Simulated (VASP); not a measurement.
**What a change does: single-point calculation on Zr**

System: Zr (2 atoms in the cell).
Method of run A: Kohn-Sham DFT of a periodic cell, PBEsol, VASP PAW PBE potentials, recommended, no spin polarisation (VASP 6.6.1).

The structure derives from a Materials Project entry. 

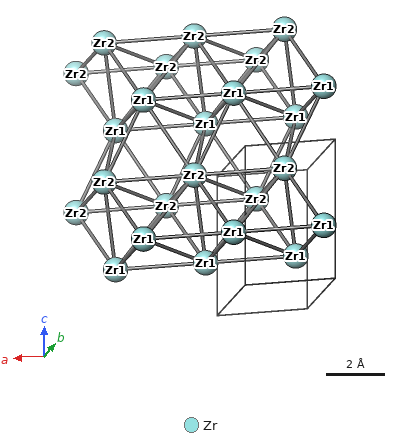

**Figure 1.** The structure as given in the input (ball-and-stick view of the cell of the calculation, repeated 3 × 2 × 2, seen at an oblique angle; atoms are numbered from 1 in the order of the input). An atom can appear more than once, as a periodic image.

INCAR, run A:
```
SYSTEM = Zr
ALGO = Normal
EDIFF = 1E-6
ENCUT = 700
GGA = PS
ISIF = 2
ISMEAR = 0
LASPH = .True.
LCHARG = .False.
LREAL = .False.
LWAVE = .False.
NBANDS = 19
NELM = 100
PREC = Accurate
SIGMA = 0.1
```

KPOINTS, run A:
```
k-points
0
Gamma
  15 15 8
  0 0 0
```

POSCAR, run A:
```
Zr
1.0
    3.1843400000      0.0000000000      0.0000000000
   -1.5921700000      2.7577200000      0.0000000000
    0.0000000000      0.0000000000      5.1189500000
Zr
2
Direct
    0.3333300000      0.6666700000      0.2500000000
    0.6666700000      0.3333300000      0.7500000000
```

Launched with:
```bash
cat potpaw_PBE.64/Zr_sv/POTCAR > POTCAR
mpirun -np 1 vasp_std > vasp.out
```

Hardware: 1 thread of Intel Xeon (Sapphire Rapids), 64 GiB of memory available, shared host.

OSZICAR and lines of OUTCAR (run A):
```
N       E                     dE             d eps       ncg     rms          rms(c)
DAV:   1     0.256159379251E+03    0.25616E+03   -0.15436E+04 12160   0.157E+03
DAV:   2    -0.193621063167E+00   -0.25635E+03   -0.25112E+03 13914   0.413E+02
DAV:   3    -0.183529644505E+02   -0.18159E+02   -0.17951E+02 21758   0.836E+01
DAV:   4    -0.189352610083E+02   -0.58230E+00   -0.58162E+00 14489   0.145E+01
DAV:   5    -0.189533464523E+02   -0.18085E-01   -0.18081E-01 17980   0.179E+00    0.161E+01
DAV:   6    -0.182959246625E+02    0.65742E+00   -0.97379E-01 13295   0.742E+00    0.646E+00
DAV:   7    -0.181639009238E+02    0.13202E+00   -0.63308E-01 17513   0.516E+00    0.116E+00
DAV:   8    -0.181681460804E+02   -0.42452E-02   -0.35706E-02 15923   0.154E+00    0.230E-01
DAV:   9    -0.181683461042E+02   -0.20002E-03   -0.12947E-03 16522   0.314E-01    0.245E-02
DAV:  10    -0.181683261941E+02    0.19910E-04   -0.43039E-05 17760   0.409E-02    0.215E-02
DAV:  11    -0.181683290480E+02   -0.28539E-05   -0.80221E-06 13535   0.313E-02    0.169E-03
DAV:  12    -0.181683290356E+02    0.12438E-07   -0.21225E-07  7709   0.343E-03
   1 F= -.18168329E+02 E0= -.18163217E+02  d E =-.102235E-01
[... from OUTCAR:]
  free energy    TOTEN  =       -18.16832904 eV
  energy without entropy =      -18.15810551  energy(sigma->0) =      -18.16321727
 E-fermi :   9.2780     XC(G=0): -11.3642     alpha+bet :-16.5099
  free  energy   TOTEN  =       -18.1683290356 eV
  energy  without entropy=      -18.1581055131  energy(sigma->0) =      -18.16321727
```

The input of run B differs as follows (lines with − go, lines with + come):
```diff
-ENCUT = 700
+ENCUT = 520
-  15 15 8
+  24 24 12
```

Predict how the results change.

The free energy of run B is 0.47 meV per atom higher, which measures how much it depends on this numerical setting. More plane waves can only lower the energy of a fixed Hamiltonian, so the higher cutoff gives the lower value. The number of SCF iterations is the same. The irreducible k-points go from 320 to 1099. The plane waves at Γ go from 1914.0 to 1227.0. On the same kind of shared host run B took about 1.8 times as long.

OSZICAR and lines of OUTCAR (run B):
```
N       E                     dE             d eps       ncg     rms          rms(c)
DAV:   1     0.214878758132E+03    0.21488E+03   -0.13293E+04 41786   0.126E+03
DAV:   2    -0.260782795996E+01   -0.21749E+03   -0.21327E+03 48330   0.368E+02
DAV:   3    -0.185355194787E+02   -0.15928E+02   -0.15783E+02 75136   0.720E+01
DAV:   4    -0.189415601510E+02   -0.40604E+00   -0.40553E+00 49172   0.118E+01
DAV:   5    -0.189533052170E+02   -0.11745E-01   -0.11743E-01 61661   0.141E+00    0.161E+01
DAV:   6    -0.182954374731E+02    0.65787E+00   -0.97347E-01 45523   0.739E+00    0.646E+00
DAV:   7    -0.181630098274E+02    0.13243E+00   -0.63394E-01 60097   0.515E+00    0.116E+00
DAV:   8    -0.181671815733E+02   -0.41717E-02   -0.35511E-02 54796   0.152E+00    0.239E-01
DAV:   9    -0.181673984648E+02   -0.21689E-03   -0.13293E-03 56317   0.315E-01    0.245E-02
DAV:  10    -0.181673784539E+02    0.20011E-04   -0.42520E-05 60727   0.388E-02    0.218E-02
DAV:  11    -0.181673810644E+02   -0.26105E-05   -0.80538E-06 46424   0.309E-02    0.167E-03
DAV:  12    -0.181673810715E+02   -0.71168E-08   -0.22501E-07 26352   0.358E-03
   1 F= -.18167381E+02 E0= -.18162311E+02  d E =-.101408E-01
[... from OUTCAR:]
  free energy    TOTEN  =       -18.16738107 eV
  energy without entropy =      -18.15724024  energy(sigma->0) =      -18.16231066
 E-fermi :   9.2686     XC(G=0): -11.3642     alpha+bet :-16.5099
  free  energy   TOTEN  =       -18.1673810715 eV
  energy  without entropy=      -18.1572402442  energy(sigma->0) =      -18.16231066
```

The two runs side by side:

| quantity | run A | run B |
| --- | --- | --- |
| outcome | converged | converged |
| free energy per atom (eV) | −9.0842 | −9.0837 |
| energy per atom, smearing taken to zero (eV) | −9.0816 | −9.0812 |
| gap on the mesh (eV) | 0.00 | 0.00 |
| pressure (GPa) | 0.04 | −0.02 |
| largest force (eV/Å) | 0.000 | 0.000 |
| SCF iterations | 12 | 12 |
| irreducible k-points | 320 | 1099 |
| plane waves at Γ | 1914 | 1227 |
